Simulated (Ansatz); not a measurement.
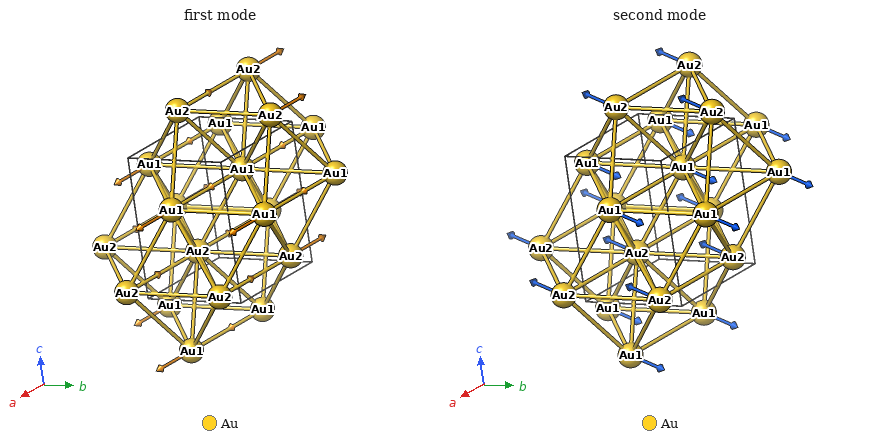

The system is Au (P6_3/mmc, No. 194; 2 atoms in the cell); the picture shows the reference structure; its two panels give the patterns of the first and the second mode as arrows. 
- The energy is mapped over two normal modes frozen in (zone-centre modes of the 2-atom cell of this scan).
- First axis: amplitude of mode 4 (34 cm⁻¹), largest displacement. Second axis: amplitude of mode 5 (34 cm⁻¹), largest displacement.
- Nothing is relaxed (the cell and all other modes fixed).
- The grid has 5 × 5 points; 15 points were computed and 10 follow by symmetry.
- Points are written as (first, second).
- Energies are in eV per cell, from the lowest grid point.
- All numbers below come from DFT PBE, scalar-relativistic, plane waves, PAW in Ansatz. Settings: cutoff 420 eV, k-mesh 18×18×10 in the order of the run's cell vectors, gaussian smearing 0.15 eV, no spin polarisation.

Its coordinates:

```xyz
2
Lattice="2.9170 0.0000 0.0000 -1.4585 2.5262 0.0000 0.0000 0.0000 4.8900" Properties=species:S:1:pos:R:3 pbc="T T T"
Au    0.0000    1.6841    3.6675
Au    1.4585    0.8421    1.2225
```

The input of one point:

```yaml
crystal:
  lattice:
    - [2.9169619367, 0.0, 0.0]
    - [-1.4584809683, 2.526163139, 0.0]
    - [0.0, 0.0, 4.8900308251]
  atoms:
    - { symbol: Au, position: [0.3333333333, 0.6666666667, 0.75] }
    - { symbol: Au, position: [0.6666666667, 0.3333333333, 0.25] }
basis:
  ecutwfc: 420
kpoints:
  mp_grid: { grid: [18, 18, 10] }
hamiltonian:
  xc: pbe
scf:
  occupations: { method: gaussian, width: 0.15 }
output:
  forces: true
  stress: true
  eigenvalues: true
  write_density: true
  write_potential: true
  elf: true
  volumetric_format: npy
```

Range: amplitude of mode 4 (34 cm⁻¹), largest displacement from −0.42 to 0.42 Å; amplitude of mode 5 (34 cm⁻¹), largest displacement from −0.42 to 0.42 Å.

**Predict the map.**

The lowest grid point is at (0.00 Å, 0.00 Å). The energy also falls towards the edge at (−0.42 Å, 0.21 Å) (0.024 eV above the lowest) and (0.42 Å, 0.21 Å) (0.024 eV above the lowest), where a further well may lie outside the range. The highest grid point, (−0.42 Å, −0.42 Å), lies 0.588 eV above the lowest.

```csv
"second ↓, first →",−0.42,−0.21,0.00,0.21,0.42
0.42,0.096,0.266,0.363,0.266,0.096
0.21,0.024,0.040,0.071,0.040,0.024
0.00,0.184,0.042,0.000,0.042,0.184
−0.21,0.456,0.141,0.014,0.141,0.456
−0.42,0.588,0.187,0.021,0.187,0.588
```

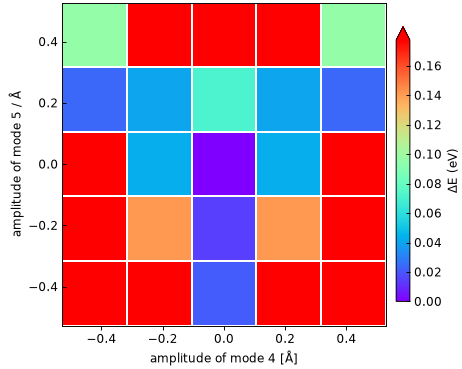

The picture shows one coloured cell a grid point, one colour for all values above the top of the scale.

The whole map (15 points run) took 8 min on 1 thread of AMD EPYC 7R43 64-Core Processor (Zen 3), with other jobs on the host.
